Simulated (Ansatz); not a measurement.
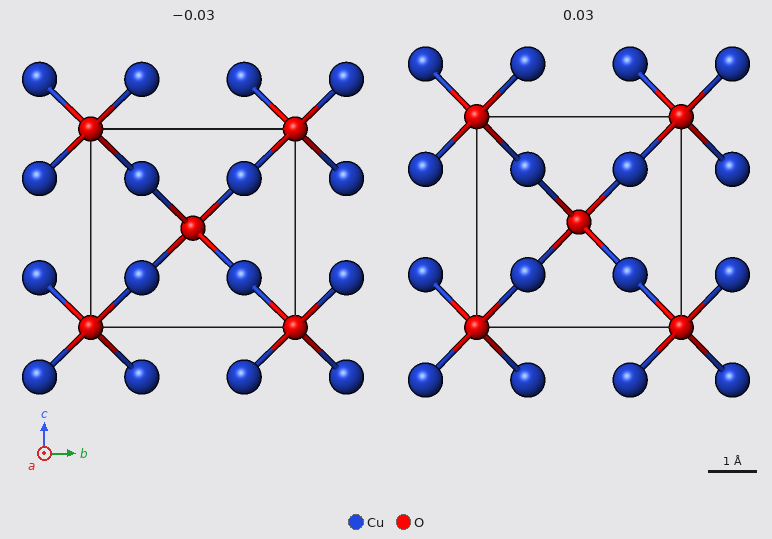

Solid Cu$_{2}$O (set up in Pn-3m), under strain along c alone (the other axes held, atoms fixed by symmetry), with energies (extrapolated to zero smearing) counted from the relaxed crystal, which is the row at zero. The picture shows the first and the last member. The picture is a ball-and-stick view of the cell of the calculation, seen along the a axis.

Computed with Ansatz 0.2.0: DFT PBE, scalar-relativistic, plane waves, PAW. (plane-wave cutoff 420 eV; k-point mesh 8 × 8 × 8; occupations gaussian; smearing width 0.02 eV; no spin polarisation)

```tsv
strain	energy (meV/atom)	a (Å)	c (Å)	band gap (eV)
−0.03	4.81	4.298	4.169	0.49
−0.02	?	?	?	?
−0.01	0.53	4.298	4.255	0.48
0.0	0.00	4.298	4.298	0.48
0.01	0.51	4.298	4.341	0.45
0.02	2.02	4.298	4.384	0.42
0.03	4.47	4.298	4.427	0.39
```

Question: Estimate the missing row from the others, and compare with the calculation.

Answer: A parabola through three neighbouring rows (−0.03, −0.01, 0.0) gives, with Lagrange weights, (0.3333)(4.81) + (1.0000)(0.53) + (−0.3333)(0.00) = 2.13 meV/atom. The calculation gives 2.11 meV/atom (a = 4.298 Å, c = 4.212 Å). The estimate is 0.02 meV/atom too high. For the gap a parabola through the rows −0.03, −0.01, 0.0 gives 0.48 eV, and the calculation 0.49 eV (semilocal gaps, lower than measured ones as a rule). From the first member to the last: Cu–O 1.843 → 1.880 Å.

The whole series:

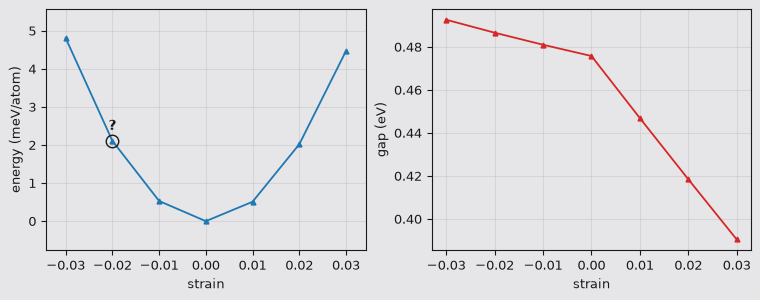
